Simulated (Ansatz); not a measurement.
## Run report: MoS$_{2}$, geometry relaxation (part 2 of 2)

The same run, continued: MoS$_{2}$ (3 atoms in the cell); DFT PBEsol, scalar-relativistic, plane waves, PAW, no spin polarisation (Ansatz 0.2.0); cutoff 420 eV, 6×6×6 k-mesh, Gaussian smearing of 0.1 eV. The structure derives from an entry of the Crystallography Open Database.

Geometry of the input (Å; fractional positions):
```
1.5815  0.9131  6.1233
-1.5815  0.9131  6.1233
0.0000  -1.8262  6.1233
Mo 0.0000  0.0000  0.0000
S  0.7484  0.7484  0.7484
S  0.5849  0.5849  0.5849
```

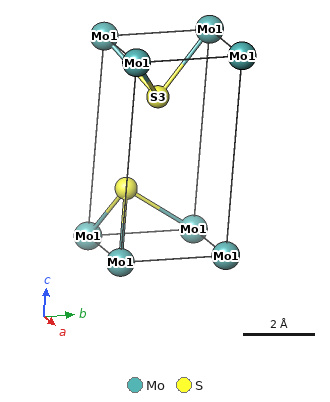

Figure 1. The geometry at step 2 of the log (ball-and-stick view of the reduced cell, seen slightly off an axis; atoms are numbered from 1 in the order of the input).

Output, continued:
```
relax step   4: F+E_penalty+E_count = -6670.16735206 eV  Δ(F+E_penalty+E_count) = -7.987e-4 eV  max|allowed force component| = 1.014e-2 eV/Å  Δτ_max = 0.0082 Å  P = +0.021 GPa  Ω = 53.279 Å³  energy of the carried Pulay correction = -1.875e-5 eV  (6 SCF iters, dr2 threshold 3.00e-7 eV, accepted)
Initial wavefunctions: pseudopotential atomic-orbital guess (no wavefunctions were taken with the density)
iter 1 solved again at ethr=2.78e-7 eV; its pass at ethr=3.10e-3 eV (dr2=7.23e-5 eV) is discarded
SCF iter   1: F=—  HF=-6670.167369 eV  |F-HF|=—  |Δ(HF+E_count)|=         —  Δρ=5.56e-5  dr2=2.34e-7  ethr=2.78e-7  ⟨swp⟩=3.1  Hψ=4487  notcnv=0
preconditioner: auto → none  [insulator: Δε(μ)=0.960 eV  Ē_g=8.235 eV  σ=0.100 eV  W_gap=1.00  n_scr=16 (ndim 8)  ℏωp=21.6 eV  f_vac=0.015  D(μ)=0.00/eV (n_scr^D=0)  ε∞_Penn≈7.9]
SCF iter   2: F=—  HF=-6670.167375 eV  |F-HF|=—  |Δ(HF+E_count)|=   5.89e-6  Δρ=3.03e-5  dr2=4.13e-7  ethr=8.99e-10  ⟨swp⟩=2.2  Hψ=933  notcnv=0
SCF iter   3: F=—  HF=-6670.167376 eV  |F-HF|=—  |Δ(HF+E_count)|=   9.20e-7  Δρ=2.12e-5  dr2=2.40e-8  ethr=8.99e-10  ⟨swp⟩=2.0  Hψ=768  notcnv=0
SCF iter   4: F=—  HF=-6670.167377 eV  |F-HF|=—  |Δ(HF+E_count)|=   1.33e-6  Δρ=8.81e-6  dr2=6.41e-8  ethr=9.21e-11  ⟨swp⟩=2.3  Hψ=865  notcnv=0  recentre
SCF iter   5: F=-6670.167377 eV  HF=-6670.167377 eV  |F-HF|=2.51e-8  |Δ(HF+E_count)|=   8.53e-8  Δρ=2.91e-6  dr2=9.68e-10  ethr=1.15e-11  ⟨swp⟩=3.7  Hψ=2288  notcnv=0
SCF 5 converged in 5 iterations: F = -6670.167377 eV  dr2 = 9.68e-10
relax step   5: F+E_penalty+E_count = -6670.16737728 eV  Δ(F+E_penalty+E_count) = -2.522e-5 eV  max|allowed force component| = 9.995e-3 eV/Å  Δτ_max = 0.0000 Å  P = +0.021 GPa  Ω = 53.279 Å³  stress off target by 6.23e-2 GPa  SCF on the basis re-selected at this cell (its energy is not comparable with the rows above)  (5 SCF iters)
```

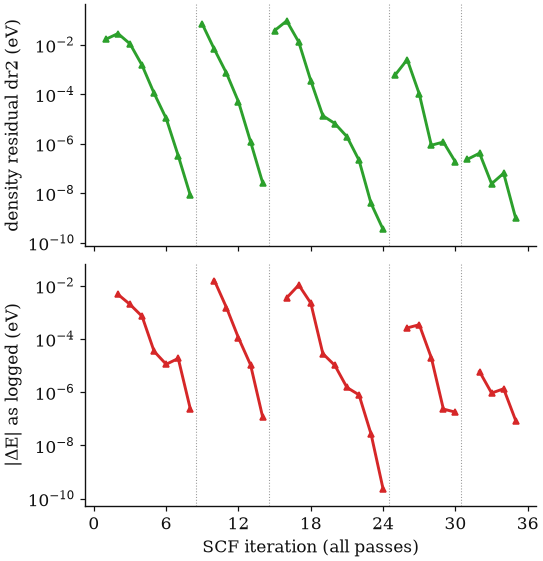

Figure 2. Convergence of the self-consistent field: density residual dr2 and size of the energy change against the SCF iteration. The dotted lines part the SCF passes of the relaxation: geometry steps, rejected trials and re-solves on a re-selected basis. The 5 passes take 5 to 10 iterations each, 35 in all.

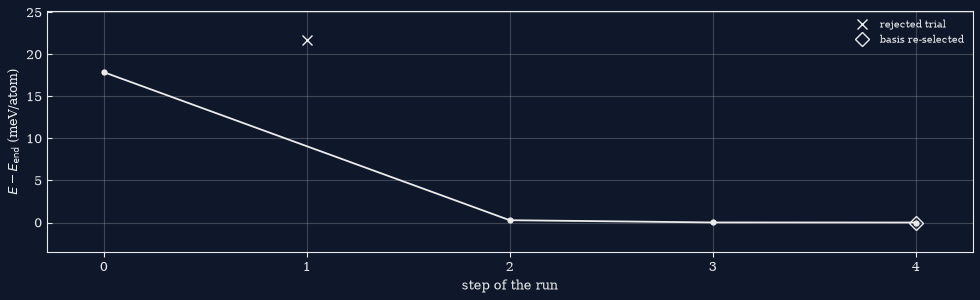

Figure 3. Progress of the relaxation, step by step (the first geometry is step 0 here and step 1 in the log).

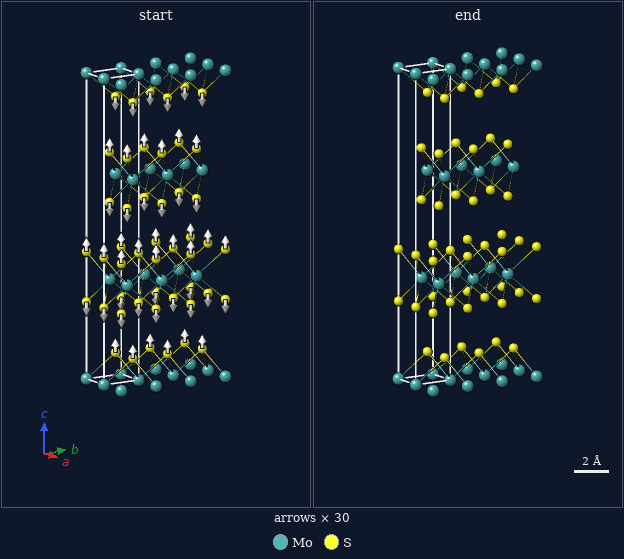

Figure 4. Before (left) and after (right) the relaxation, at one scale (ball-and-stick view of the cell 3 times as large as that of the calculation, set on its symmetry axes, repeated 2 × 3 × 1, seen slightly off an axis). The white arrows give the displacements (without the part carried along by the change of the cell), magnified 30 times. After 3 geometry steps the energy has fallen by 17.9 meV per atom. The largest force component goes from 1 to 0.01 eV/Å. Pressure: 4.24 GPa at the start and 0.02 GPa at the end. The line search rejected the trial step at point 1 (counted from 0) and went back. The largest moves relative to the cell, 0.031 Å, are those of S2 and S3. Mo stays in place. Cell: a = b 3.163 → 3.143 Å (−0.6 %), c 18.370 → 18.681 Å (+1.7 %). Volume +0.4 %. Among the contacts that change: Mo1–S2 2.364 → 2.392 Å. Among the angles that change: S2–Mo1–S3 78.9° → 81.3°. The space group stays R3m (No. 160). A last SCF at the same geometry on a re-selected plane-wave basis shifts the energy by next to nothing (0.0 meV per atom). (Atoms are counted from 1 in the order of the input.)

```
basis re-selected at this cell: Δ(F+E_penalty+E_count) = -2.522e-5 eV, ΔP = -0.000 GPa vs the last step (what re-selecting the basis moved, of the pressure what is left beyond the Pulay correction that the steps carried, after the strain that the cell walked since its last selection, with what the two solves' SCF thresholds leave and, on support functions, any second-order correction that the steps lacked; it is no measure of the basis error at this ecutwfc). This SCF's stress stands 6.23e-2 GPa from its target on what of the cell is left free (relax.cell.stress_tol is 5.00e-1 GPa) and its largest allowed force component is 9.99e-3 eV/Å (relax.f_tol is 5.00e-2 eV/Å): within both
SCF converged after 5 iterations
Free energy (F): -6670.167377 eV
Harris-Foulkes:  -6670.167377 eV  (|F-HF|=2.51e-8)
Internal energy: -6670.167377 eV  (E = F + TS)
E sigma→0 (E₀):  -6670.167377 eV
Fermi energy:    11.325860 eV
--- Per-component energies (eV) ---
  E_band       = -156.614902
  E_kinetic    = 656.680825
  E_local      = -2018.482390  (includes V_loc(G=0)·N_el)
  E_nonlocal   = 201.451776
  E_hartree    = 781.640194
  E_xc         = -375.846885
  E_vxc        = -404.803221  (∫ρ·V_xc dr)
  E_paw        = -4311.917806  (= ΣΔE_a)
  E_vpaw       = -154.743623  (= ΣTr[D̂ρ^β])
  E_aug_tail   = 0.000031  (compensation charges beyond the density's cutoff)
  E_ewald      = -1604.026321
  E_core_change = 0.333198  (= ΣΔE_core)
  E_smearing   = -0.000000  (= −TS)
  E_closure    = -0.000000  (closes the sum)
  Σ components = -6670.167377   (vs F -6670.167377, Δ=0.00e0)
--- Forces (eV/Å), atoms counted from 1 ---
  atom   1  Mo     0.00000000    -0.00000000    -0.00147347
  atom   2  S      0.00000000     0.00000000    -0.00852130
  atom   3  S      0.00000000     0.00000000     0.00999493
  max |Σ_I F_I| component: 1.61e-7 eV/Å
--- Stress (GPa, compression-positive) ---
       -0.000122       0.000000       0.000000
        0.000000      -0.000122      -0.000000
        0.000000      -0.000000       0.062305
  P = ⅓ Tr σ = 0.0207 GPa (0.207 kbar)
--- Band table (eV; the first three rows and the last of 32) ---
  k-point 0: bands = ["-50.4998", "-24.7090", "-24.4413", "-24.4413", "-4.1548", "-2.4838", "3.9313", "7.5858", "7.5858", "8.7211", "8.7211", "9.5692", "9.6513", "13.0342", "13.0342", "13.4144", "13.4144"]
  k-point 1: bands = ["-50.4886", "-24.6871", "-24.5514", "-24.4663", "-3.7255", "-2.3431", "4.3980", "6.7929", "7.5226", "8.0240", "8.1374", "9.5384", "9.7775", "12.3826", "13.0170", "13.0610", "13.6320"]
  k-point 2: bands = ["-50.4661", "-24.7661", "-24.6430", "-24.5158", "-2.7105", "-2.0168", "4.6444", "5.9002", "6.1912", "7.2968", "8.8367", "8.9464", "9.1177", "12.3450", "12.5928", "14.0196", "14.2944"]
  k-point 31: bands = ["-50.4998", "-24.7091", "-24.4413", "-24.4413", "-3.9214", "-2.8773", "4.8740", "7.3671", "7.5735", "7.5735", "8.7454", "8.7454", "10.8551", "13.1190", "13.1190", "13.2958", "13.2958"]
--- Relaxed structure (4 steps of the walk, 3 accepted, 1 SCFs on fresh bases) ---
  F+E_penalty+E_count = -6670.16737728 eV   max|allowed force component| = 9.995e-3 eV/Å   (the final SCF, on the basis selected at the relaxed cell)
  cell:  # Å, volume = 53.2792 Å³
    - [1.5716034334629876, 0.9073656653691963, 6.227031478693531]
    - [-1.5716034334629876, 0.9073656653691963, 6.227031478693531]
    - [6.385118188442817e-18, -1.8147313307383925, 6.227031478693531]
  atoms:
    - { symbol: Mo, position: [2.435546443844018e-6, 2.4355464438440156e-6, 2.435546443844017e-6] }
    - { symbol: S, position: [0.750071386028903, 0.750071386028903, 0.750071386028903] }
    - { symbol: S, position: [0.5832261784246534, 0.5832261784246534, 0.5832261784246534] }
```

Trajectory as extended XYZ (Å, eV, eV/Å), 5 frames, from step=1 to step=5:
```
3
Lattice="1.5815 0.9131 6.1233 -1.5815 0.9131 6.1233 0.0000 -1.8262 6.1233" Properties=species:S:1:pos:R:3:forces:R:3 step=1 energy=-6670.11373 pressure_GPa=4.24
Mo    0.0000    0.0000    0.0000    0.0000   0.0000  -0.0031
S     0.0000    0.0000   13.7481    0.0000   0.0000   1.0220
S     0.0000    0.0000   10.7446    0.0000   0.0000  -1.0188
3
Lattice="1.5399 0.8890 6.1568 -1.5399 0.8890 6.1568 0.0000 -1.7781 6.1568" Properties=species:S:1:pos:R:3:forces:R:3 step=2 energy=-6670.10225 pressure_GPa=1.03 accepted=F
Mo    0.0000    0.0000   -0.0001    0.0000   0.0000   0.0157
S     0.0000    0.0000   13.9263    0.0000   0.0000  -0.6599
S     0.0000    0.0000   10.7005    0.0000   0.0000   0.6442
3
Lattice="1.5745 0.9090 6.1988 -1.5745 0.9090 6.1988 0.0000 -1.8180 6.1988" Properties=species:S:1:pos:R:3:forces:R:3 step=3 energy=-6670.16655 pressure_GPa=-0.60
Mo    0.0000    0.0000    0.0001    0.0000   0.0000  -0.0018
S     0.0000    0.0000   13.9569    0.0000   0.0000  -0.0734
S     0.0000    0.0000   10.8376    0.0000   0.0000   0.0752
3
Lattice="1.5716 0.9074 6.2270 -1.5716 0.9074 6.2270 0.0000 -1.8147 6.2270" Properties=species:S:1:pos:R:3:forces:R:3 step=4 energy=-6670.16735 pressure_GPa=0.02
Mo    0.0000    0.0000    0.0000    0.0000   0.0000  -0.0019
S     0.0000    0.0000   14.0122    0.0000   0.0000  -0.0085
S     0.0000    0.0000   10.8953    0.0000   0.0000   0.0100
3
Lattice="1.5716 0.9074 6.2270 -1.5716 0.9074 6.2270 0.0000 -1.8147 6.2270" Properties=species:S:1:pos:R:3:forces:R:3 step=5 energy=-6670.16738 pressure_GPa=0.02
Mo    0.0000    0.0000    0.0000    0.0000   0.0000  -0.0015
S     0.0000    0.0000   14.0122    0.0000   0.0000  -0.0085
S     0.0000    0.0000   10.8953    0.0000   0.0000   0.0100
```
